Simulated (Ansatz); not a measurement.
# Run report: Sr8Ti8O23 (charge +2), nudged elastic band (part 3 of 4)

Continued. System: Sr8Ti8O23 (defect cell, 39 atoms in the cell, total charge +2). Method: DFT PBE, scalar-relativistic, plane waves, PAW, no spin polarisation (Ansatz 0.2.0); cutoff 420 eV, 2×2×2 k-mesh, Gaussian smearing of 0.02 eV. The structure derives from a Materials Project entry. It belongs to a series of runs on one base structure; here: climbing-image band for the jump of O by 2.50 A.

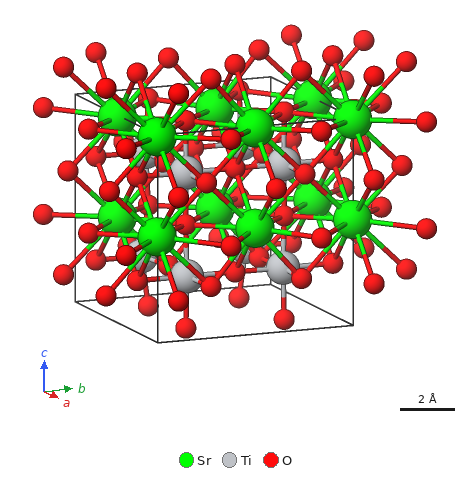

**Figure 1.** The input geometry (ball-and-stick view of the cell of the calculation, seen slightly off an axis; bonded neighbours outside the cell are drawn too).

Output, continued:
```
  k-point 3: bands = ["-47.0864", "-47.0864", "-47.0414", "-47.0231", "-47.0231", "-46.9805", "-46.8863", "-46.7186", "-23.5453", "-23.5452", "-23.3515", "-23.3470", "-23.3461", "-23.3347", "-23.3297", "-23.3244", "-23.3203", "-23.3127", "-23.3125", "-23.2909", "-23.2862", "-23.2746", "-23.2700", "-23.2621", "-23.2595", "-23.2533", "-23.1861", "-23.1851", "-23.1749", "-23.1581", "-23.1483", "-23.1348", "-23.1238", "-23.0995", "-23.0848", "-23.0732", "-23.0708", "-22.9655", "-22.6245", "-22.6107",
      "-8.1157", "-7.9268", "-7.9053", "-7.7590", "-7.7113", "-7.5193", "-7.3511", "-7.2520", "-7.1779", "-7.0182", "-6.9873", "-6.9412", "-6.9184", "-6.9086", "-6.8485", "-6.8149", "-6.7905", "-6.7617", "-6.7397", "-6.7069", "-6.6579", "-6.6204", "-6.5455", "-5.2900", "-5.2606", "-5.1995", "-5.1678", "-5.1386", "-5.1196", "-5.0695", "-5.0644", "-5.0403", "-5.0236", "-5.0005", "-4.9880", "-4.9258", "-4.8605", "-4.8511", "-4.8317", "-4.8133",
      "-4.7073", "-4.6213", "-4.5843", "-4.5143", "-4.4943", "-4.4127", "-4.0899", "5.1523", "5.1948", "5.2607", "5.2727", "5.3071", "5.3680", "5.4265", "5.4330", "5.4908", "5.5607", "5.5643", "5.6479", "5.6716", "5.7154", "5.7202", "5.8245", "5.9708", "5.9779", "6.0529", "6.2219", "6.2959", "6.3343", "6.3417", "6.4251", "6.4343", "6.5792", "6.5828", "6.6186", "6.6351", "6.6780", "6.6796", "6.7175", "6.7382",
      "6.7859", "6.8435", "6.9073", "7.0036", "7.0304", "7.0764", "7.2452", "7.2564", "7.4104", "7.6202", "7.6918", "7.8107", "7.9227", "7.9476", "7.9931", "8.1361", "8.1797", "8.1863", "8.2063", "8.2276", "8.3035", "8.3391", "8.3437", "8.3792", "8.3898", "8.4608", "8.4991", "8.6167", "8.6637", "8.7485", "8.7687", "8.9554", "9.0428", "9.0601", "9.1584", "9.2374", "11.8850", "11.9169", "11.9735", "11.9878",
      "12.0067", "12.2002", "12.6277", "12.6684", "12.7705", "12.8801", "12.9049", "12.9063", "13.0076", "13.0144", "13.0292", "13.0552", "13.1211", "13.1838", "13.3933", "13.4214", "13.4309", "13.5006", "13.5045", "13.6490", "13.6656", "14.3430", "14.3572", "14.3938", "14.4214", "14.6105", "14.7109", "14.9135", "15.0642", "15.3431", "15.5581", "15.6453", "15.8994", "15.9779", "16.0662"]
this run last wrote the band of iteration 14 to [file]
--- NEB band (7 images, 14 band iterations, 652 SCF iterations) ---
  forward barrier  = 0.402533 eV
  backward barrier = 0.402533 eV
  lagrangian_above_aufbau_ev (what the smearing adds, to first order; not taken off the barriers): saddle image +0.000000 eV, end points +0.000000 and +0.000000 eV
  climbing image's point = of an order that was not read
  energies are F+E_penalty+E_count in eV, relative to image 0
  image     s (Å)  Δ vs image 0  max|band force component| (eV/Å)
      0    0.0000      0.000000                                 —
      1    0.5327      0.043814                          4.603e-2
      2    1.0659      0.270983                          3.425e-2
  *   3    1.5991      0.402533                          2.426e-2
      4    2.1323      0.270983                          3.425e-2
      5    2.6655      0.043814                          4.602e-2
      6    3.1982     -0.000000                                 —
  climbing-image geometry (image 3):
  cell:  # Å, volume = 487.9723 Å³
    - [0.0, 7.8728452585, 0.0]
    - [0.0, 0.0, 7.8728452585]
    - [7.8728452585, 0.0, 0.0]
  atoms:
    - { symbol: Sr, position: [0.5056241732355883, -0.005624173687681943, -0.01263654764954425] }
    - { symbol: Sr, position: [0.5051613074610085, 0.5062586977859008, -0.011889950385016453] }
    - { symbol: Sr, position: [-0.006258693615789048, -0.005161307010728332, -0.01188995383930377] }
    - { symbol: Sr, position: [-0.00672065684503224, 0.5067206613508078, -0.011211053995703015] }
    - { symbol: Sr, position: [0.5056241761936814, -0.00562417707955039, 0.512636549381308] }
    - { symbol: Sr, position: [0.5051613044740564, 0.5062587007247922, 0.5118899517836953] }
    - { symbol: Sr, position: [-0.006258694107960044, -0.005161309176740552, 0.5118899547763328] }
    - { symbol: Sr, position: [-0.006720656914511889, 0.5067206648558732, 0.5112110558513463] }
    - { symbol: Ti, position: [0.26051661360034123, 0.23948339507073144, 0.24999999868618814] }
    - { symbol: Ti, position: [0.2415312321697893, 0.7703298198676053, 0.24999999741338366] }
    - { symbol: Ti, position: [0.7296701798570693, 0.2584687615429549, 0.24999999807042564] }
    - { symbol: Ti, position: [0.7501555608568453, 0.7498444391934642, 0.2499999996832023] }
    - { symbol: Ti, position: [0.24852803173644977, 0.2514719670793796, 0.7499999994121276] }
    - { symbol: Ti, position: [0.2497665636933291, 0.7490388439062847, 0.749999996312743] }
    - { symbol: Ti, position: [0.7509611552649714, 0.25023343437541, 0.7499999969768187] }
    - { symbol: Ti, position: [0.7500883699614834, 0.7499116258715809, 0.7499999999894142] }
    - { symbol: O, position: [0.10323307411363068, 0.3967669988129566, 0.2500000013832928] }
    - { symbol: O, position: [-0.0041666924215188325, 0.7491444552526284, 0.25000000002433825] }
    - { symbol: O, position: [0.4980983920290204, 0.28160811655314566, 0.24999999789018912] }
    - { symbol: O, position: [0.48940086738640204, 0.748866849778866, 0.25000000042385406] }
    - { symbol: O, position: [0.007695775896078052, 0.24467053547280132, 0.7499999999849156] }
    - { symbol: O, position: [0.00011395482803986988, 0.7495622322464547, 0.750000001365605] }
    - { symbol: O, position: [0.5127961894591533, 0.2463564219762675, 0.7499999995688783] }
    - { symbol: O, position: [0.4997972083416076, 0.7478314523607964, 0.7500000002185931] }
    - { symbol: O, position: [0.2183918681013611, 0.0019016119577585648, 0.2499999990398903] }
    - { symbol: O, position: [0.750855546787096, 0.5041666812084428, 0.25000000128397387] }
    - { symbol: O, position: [0.7511331516117924, 0.010599129384479773, 0.2500000001821096] }
    - { symbol: O, position: [0.255329464099625, 0.4923042213704285, 0.7500000019259799] }
    - { symbol: O, position: [0.2536435747713066, -0.012796190860247006, 0.7499999988018657] }
    - { symbol: O, position: [0.7504377617266088, 0.49988604094612643, 0.7499999998954462] }
    - { symbol: O, position: [0.7521685442146724, 0.00020278956002264464, 0.7499999998382241] }
    - { symbol: O, position: [0.26572719634144687, 0.23427279623553549, 0.5001278087796366] }
    - { symbol: O, position: [0.24731819475984942, 0.7302424063457694, 0.49302774655009723] }
    - { symbol: O, position: [0.7697575951595067, 0.2526817980146633, 0.4930277423082741] }
    - { symbol: O, position: [0.7468176917577263, 0.7531823021330145, 0.500709310472819] }
    - { symbol: O, position: [0.26572719319257415, 0.2342727969509032, -0.000127808552699359] }
    - { symbol: O, position: [0.2473181947834156, 0.7302424077168184, 0.006972256284171] }
    - { symbol: O, position: [0.7697575954455487, 0.2526817991676257, 0.0069722584994690515] }
    - { symbol: O, position: [0.7468176905937378, 0.7531823027446581, -0.0007093086363416001] }
```

The last band as extended XYZ (Å, eV, eV/Å):
```
39
Lattice="0.0000 7.8728 0.0000 0.0000 0.0000 7.8728 7.8728 0.0000 0.0000" Properties=species:S:1:pos:R:3:forces:R:3 image=0 energy=-61489.20916
Sr   -0.0708    4.0072    0.0000    0.0052  -0.0052   0.0000
Sr   -0.0647    4.0012    3.9364    0.0032  -0.0032   0.0000
Sr   -0.0708   -0.0708    0.0000    0.0052   0.0052   0.0000
Sr   -0.0647   -0.0647    3.9364    0.0032   0.0032   0.0000
Sr    4.0072    4.0072    0.0000   -0.0052  -0.0052   0.0000
Sr    4.0012    4.0012    3.9364   -0.0032  -0.0032   0.0000
Sr    4.0072   -0.0708    0.0000   -0.0052   0.0052   0.0000
Sr    4.0012   -0.0647    3.9364   -0.0032   0.0032   0.0000
Ti    1.9682    1.9682    1.8313    0.0000   0.0000   0.0000
Ti    1.9682    1.9682    6.0416    0.0000   0.0000   0.0000
Ti    1.9682    5.9046    1.9998    0.0000   0.0000   0.0004
Ti    1.9682    5.9046    5.8731    0.0000   0.0000  -0.0004
Ti    5.9046    1.9682    1.9998    0.0000   0.0000   0.0004
Ti    5.9046    1.9682    5.8731    0.0000   0.0000  -0.0004
Ti    5.9046    5.9046    1.9669    0.0000   0.0000   0.0021
Ti    5.9046    5.9046    5.9059    0.0000   0.0000  -0.0021
O     1.9682    0.0569    2.1114    0.0000  -0.0117   0.0006
O     1.9682    0.0569    5.7615    0.0000  -0.0117  -0.0006
O     1.9682    3.8795    2.1114    0.0000   0.0117   0.0006
O     1.9682    3.8795    5.7615    0.0000   0.0117  -0.0006
O     5.9046    0.0044    1.9558    0.0000  -0.0078  -0.0023
O     5.9046    0.0044    5.9170    0.0000  -0.0078   0.0023
O     5.9046    3.9321    1.9558    0.0000   0.0078  -0.0023
O     5.9046    3.9321    5.9170    0.0000   0.0078   0.0023
O     1.9682    1.9682    0.0000    0.0000   0.0000   0.0000
O     1.9682    5.9046    3.9364    0.0000   0.0000   0.0000
O     1.9682    5.9046    0.0000    0.0000   0.0000   0.0000
O     5.9046    1.9682    3.9364    0.0000   0.0000   0.0000
O     5.9046    1.9682    0.0000    0.0000   0.0000   0.0000
O     5.9046    5.9046    3.9364    0.0000   0.0000   0.0000
O     5.9046    5.9046    0.0000    0.0000   0.0000   0.0000
O     3.8795    1.9682    2.1114    0.0117   0.0000   0.0006
O     3.8795    1.9682    5.7615    0.0117   0.0000  -0.0006
O     3.9321    5.9046    1.9558    0.0078   0.0000  -0.0023
O     3.9321    5.9046    5.9170    0.0078   0.0000   0.0023
O     0.0569    1.9682    2.1114   -0.0117   0.0000   0.0006
O     0.0569    1.9682    5.7615   -0.0117   0.0000  -0.0006
O     0.0044    5.9046    1.9558   -0.0078   0.0000  -0.0023
O     0.0044    5.9046    5.9170   -0.0078   0.0000   0.0023
39
Lattice="0.0000 7.8728 0.0000 0.0000 0.0000 7.8728 7.8728 0.0000 0.0000" Properties=species:S:1:pos:R:3:forces:R:3 image=1 energy=-61489.16534
Sr   -0.0746    3.9949   -0.0091   -0.0008   0.0005   0.0202
Sr   -0.0837    4.0015    3.9432    0.0100   0.0135  -0.0048
Sr   -0.0766   -0.0833   -0.0069    0.0015  -0.0036   0.0122
Sr   -0.0640   -0.0555    3.9485    0.0142  -0.0022  -0.0096
Sr    4.0110    3.9949   -0.0091    0.0008   0.0005   0.0202
Sr    4.0202    4.0015    3.9432   -0.0100   0.0135  -0.0048
Sr    4.0131   -0.0833   -0.0069   -0.0015  -0.0036   0.0122
Sr    4.0004   -0.0555    3.9485   -0.0142  -0.0022  -0.0096
Ti    1.9682    1.9372    1.8414    0.0000  -0.0394  -0.0037
Ti    1.9682    1.9334    6.0610    0.0000  -0.0115  -0.0029
Ti    1.9682    5.8371    1.9863    0.0000   0.0387  -0.0271
Ti    1.9682    5.8956    5.8533    0.0000  -0.0161   0.0080
Ti    5.9046    1.9481    2.0008    0.0000   0.0376   0.0528
Ti    5.9046    1.9672    5.8868    0.0000  -0.0117   0.0292
Ti    5.9046    5.8852    1.9704    0.0000   0.0350  -0.0059
Ti    5.9046    5.9041    5.9062    0.0000  -0.0210   0.0072
O     1.9682    0.1867    2.3996    0.0000  -0.1457  -0.1831
O     1.9682    0.0358    5.7635    0.0000   0.0293  -0.0378
O     1.9682    3.9294    2.0959    0.0000  -0.0019  -0.0320
O     1.9682    3.8791    5.9495    0.0000   0.0310  -0.0137
O     5.9046    0.0572    1.9106    0.0000  -0.0433   0.0189
O     5.9046    0.0194    5.9269    0.0000   0.0282   0.0025
O     5.9046    3.9950    1.9657    0.0000  -0.0281   0.0064
O     5.9046    3.9436    5.8749    0.0000   0.0214   0.0016
O     1.9682    1.7752    0.0124    0.0000   0.0736   0.0055
O     1.9682    5.8229    3.9968    0.0000   0.0045   0.0231
O     1.9682    6.0043    0.0852    0.0000   0.0270  -0.0368
O     5.9046    1.9774    3.8975    0.0000  -0.0107  -0.0113
O     5.9046    2.0235   -0.0593    0.0000   0.0065  -0.0004
O     5.9046    5.9433    3.9454    0.0000   0.0037   0.0021
O     5.9046    5.9042    0.0059    0.0000  -0.0050   0.0185
O     3.8974    2.0547    2.0126   -0.0113  -0.0294   0.0602
O     3.8689    1.9732    5.7126    0.0024   0.0199   0.0107
O     3.9247    5.9723    1.9937    0.0201  -0.0216  -0.0036
O     3.9361    5.9025    5.9455   -0.0139   0.0219   0.0041
O     0.0390    2.0547    2.0126    0.0113  -0.0294   0.0602
O     0.0675    1.9732    5.7126   -0.0024   0.0199   0.0107
O     0.0117    5.9723    1.9937   -0.0201  -0.0216  -0.0036
O     0.0004    5.9025    5.9455    0.0139   0.0219   0.0041
39
Lattice="0.0000 7.8728 0.0000 0.0000 0.0000 7.8728 7.8728 0.0000 0.0000" Properties=species:S:1:pos:R:3:forces:R:3 image=2 energy=-61488.93818
Sr   -0.0911    3.9912   -0.0284   -0.0051   0.0080   0.0260
Sr   -0.0941    3.9912    3.9668    0.0053   0.0238  -0.0040
Sr   -0.0851   -0.0681   -0.0220    0.0047  -0.0088   0.0223
Sr   -0.0797   -0.0541    3.9748    0.0235   0.0043  -0.0071
Sr    4.0275    3.9912   -0.0284    0.0051   0.0080   0.0260
Sr    4.0305    3.9912    3.9668   -0.0053   0.0238  -0.0040
Sr    4.0216   -0.0681   -0.0220   -0.0047  -0.0088   0.0223
Sr    4.0162   -0.0541    3.9748   -0.0235   0.0043  -0.0071
Ti    1.9682    1.9981    1.8558    0.0000  -0.0589  -0.0193
Ti    1.9682    1.9193    6.0701    0.0000   0.0165   0.0118
Ti    1.9682    5.7765    2.0249    0.0000   0.0226  -0.0196
Ti    1.9682    5.9053    5.8813    0.0000   0.0000  -0.0058
Ti    5.9046    1.9572    1.9892    0.0000   0.0223   0.0161
Ti    5.9046    1.9642    5.8933    0.0000  -0.0069   0.0045
Ti    5.9046    5.9028    1.9714    0.0000   0.0090   0.0113
Ti    5.9046    5.9040    5.9059    0.0000  -0.0086   0.0138
O     1.9682    0.4683    2.7552    0.0000  -0.2773  -0.2902
O     1.9682   -0.0034    5.8402    0.0000   0.0310  -0.0405
O     1.9682    3.9287    2.1860    0.0000   0.0160  -0.0281
O     1.9682    3.8589    5.9355    0.0000   0.0128   0.0125
O     5.9046    0.0616    1.9247    0.0000  -0.0067  -0.0116
O     5.9046    0.0088    5.9031    0.0000   0.0235   0.0141
O     5.9046    4.0263    1.9408    0.0000  -0.0011   0.0060
O     5.9046    3.9366    5.8849    0.0000   0.0168   0.0043
O     1.9682    1.7317    0.0149    0.0000   0.0513   0.0079
O     1.9682    5.8575    3.9976    0.0000  -0.0308   0.0376
O     1.9682    5.9569    0.0957    0.0000   0.0431   0.0219
O     5.9046    2.0056    3.8778    0.0000  -0.0063   0.0083
O     5.9046    2.0009   -0.0928    0.0000   0.0199  -0.0013
O     5.9046    5.9184    3.9405    0.0000   0.0104   0.0017
O     5.9046    5.9230    0.0027    0.0000  -0.0021   0.0153
O     3.9268    2.0989    1.8982   -0.0085   0.0098   0.0628
O     3.8715    1.9549    5.7180   -0.0046   0.0122  -0.0107
O     3.8994    6.0220    1.9963    0.0210  -0.0150   0.0137
O     3.9404    5.8869    5.9396   -0.0023   0.0175   0.0118
O     0.0096    2.0989    1.8982    0.0085   0.0098   0.0628
O     0.0649    1.9549    5.7180    0.0046   0.0122  -0.0107
O     0.0370    6.0220    1.9963   -0.0210  -0.0150   0.0137
O    -0.0040    5.8869    5.9396    0.0023   0.0175   0.0118
39
Lattice="0.0000 7.8728 0.0000 0.0000 0.0000 7.8728 7.8728 0.0000 0.0000" Properties=species:S:1:pos:R:3:forces:R:3 image=4 energy=-61488.93818
Sr   -0.0911    3.9648   -0.0548   -0.0051  -0.0260  -0.0080
Sr   -0.0851    3.9584    4.0045    0.0047  -0.0223   0.0088
Sr   -0.0941   -0.0304   -0.0548    0.0053   0.0040  -0.0238
Sr   -0.0797   -0.0384    3.9905    0.0235   0.0071  -0.0043
Sr    4.0275    3.9648   -0.0548    0.0051  -0.0260  -0.0080
Sr    4.0216    3.9584    4.0045   -0.0047  -0.0223   0.0088
Sr    4.0305   -0.0304   -0.0548   -0.0053   0.0040  -0.0238
Sr    4.0162   -0.0384    3.9905   -0.0235   0.0071  -0.0043
Ti    1.9682    2.0806    1.9383    0.0000   0.0193   0.0589
Ti    1.9682    1.9115    6.0327    0.0000   0.0196  -0.0226
Ti    1.9682    5.7392    2.0171    0.0000  -0.0118  -0.0165
Ti    1.9682    5.9280    5.9039    0.0000   0.0058   0.0000
Ti    5.9046    1.9472    1.9792    0.0000  -0.0161  -0.0222
Ti    5.9046    1.9650    5.9064    0.0000  -0.0113  -0.0089
Ti    5.9046    5.9160    1.9723    0.0000  -0.0045   0.0069
Ti    5.9046    5.9034    5.9053    0.0000  -0.0138   0.0086
O     1.9682    1.1812    3.4681    0.0000   0.2902   0.2773
O     1.9682   -0.0612    5.9517    0.0000  -0.0376   0.0308
O     1.9682    3.9215    2.2047    0.0000  -0.0079  -0.0513
O     1.9682    3.8408    5.8524    0.0000  -0.0219  -0.0431
O     5.9046    0.0586    1.9308    0.0000  -0.0083   0.0063
O     5.9046   -0.0040    5.8908    0.0000  -0.0016  -0.0104
O     5.9046    4.0292    1.9355    0.0000   0.0013  -0.0199
O     5.9046    3.9337    5.8863    0.0000  -0.0153   0.0021
O     1.9682    1.7504    0.0078    0.0000   0.0281  -0.0160
O     1.9682    5.9691    3.9398    0.0000   0.0405  -0.0310
O     1.9682    5.8738    0.0775    0.0000  -0.0125  -0.0128
O     5.9046    2.0117    3.8748    0.0000   0.0116   0.0067
O     5.9046    1.9956   -0.0899    0.0000  -0.0060   0.0011
O     5.9046    5.9061    3.9276    0.0000  -0.0141  -0.0235
O     5.9046    5.9244   -0.0002    0.0000  -0.0043  -0.0168
O     3.9268    2.0382    1.8376   -0.0085  -0.0628  -0.0098
O     3.8994    1.9401    5.7873    0.0210  -0.0137   0.0150
O     3.8715    6.0912    1.9815   -0.0046   0.0107  -0.0122
O     3.9404    5.8697    5.9223   -0.0023  -0.0118  -0.0175
O     0.0096    2.0382    1.8376    0.0085  -0.0628  -0.0098
O     0.0370    1.9401    5.7873   -0.0210  -0.0137   0.0150
O     0.0649    6.0912    1.9815    0.0046   0.0107  -0.0122
O    -0.0040    5.8697    5.9223    0.0023  -0.0118  -0.0175
```
